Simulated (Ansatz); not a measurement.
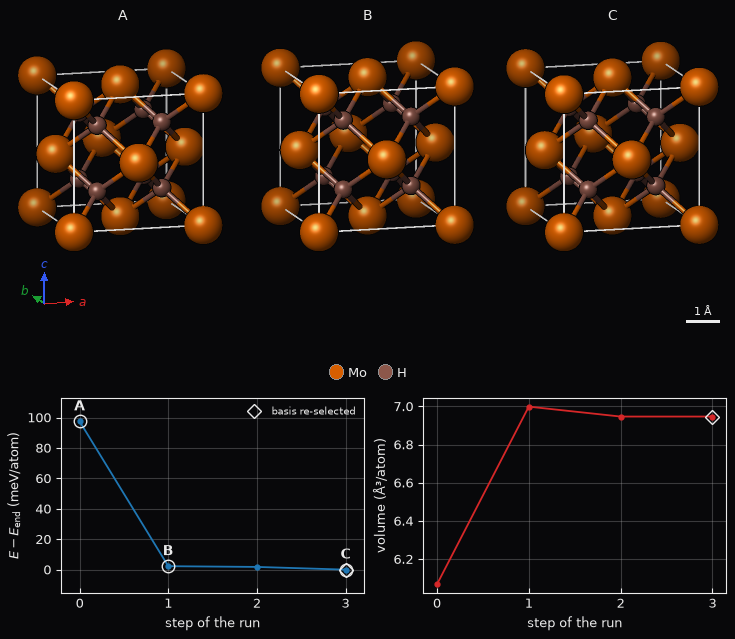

Frames of a relaxation of a crystal of MoH$_{2}$ (a generated structure, set up in Fm-3m) (coarse preliminary run), marked on the history of the run. A ball-and-stick model of the conventional cell (4 times the calculation's cell), seen slightly off an axis. Lengths and directions refer to the drawn axes.

Case: V → Mo on all its sites, cell and atoms relaxed.

Theory: Ansatz 0.2.0, DFT PBEsol, scalar-relativistic, plane waves, PAW.

Input file:
```yaml
crystal:
  lattice:
    - [0.0, 2.0878299491, 2.0878299491]
    - [2.0878299491, 0.0, 2.0878299491]
    - [2.0878299491, 2.0878299491, 0.0]
  atoms:
    - { symbol: Mo, position: [0.0, 0.0, 0.0] }
    - { symbol: H, position: [0.25, 0.25, 0.25] }
    - { symbol: H, position: [0.75, 0.75, 0.75] }
basis:
  ecutwfc: 420
kpoints:
  mp_grid: { grid: [8, 8, 8] }
hamiltonian:
  xc: pbesol
scf:
  occupations: { method: gaussian, width: 0.1 }
output:
  forces: true
  stress: true
  eigenvalues: true
relax:
  adjacent_minimum: "off"
  f_tol: 0.05
  max_steps: 60
  cell: { stress_tol: 0.5 }
```

Run as
```bash
ansatz run input.yaml --threads 1 --pin off --max-ram 2560MiB --backend cpu --events-out ev --progress --plain --runs-dir out
```

Describe the path.

Answer. The energy falls by 97.4 meV per atom in 2 accepted moves (3 points after the start). All forces vanish by symmetry, so only the cell relaxes. Pressure: 40.20 GPa at the start and −0.24 GPa at the end. The SCF was repeated once at an unchanged geometry on a basis and grid sized afresh for the cell, which shifted the energy by 1.8 meV per atom at most. No atom moves by more than 0.005 Å relative to the cell. Cell: a = b = c 4.176 → 4.368 Å (+4.6 %). Volume +14.5 %. Near-neighbour distances that change, for instance: Mo1–Mo1 2.953 → 3.089 Å, Mo1–H2 1.808 → 1.892 Å. The space group stays Fm-3m (No. 225). The run took 3.2 s on 1 thread of Arm Neoverse V1, on a shared host, peak memory 0.27 GiB. From step 0 to 1: volume +15.3 %, energy −95.2 meV per atom. From step 1 to 3: volume −0.7 %, energy −2.3 meV per atom.
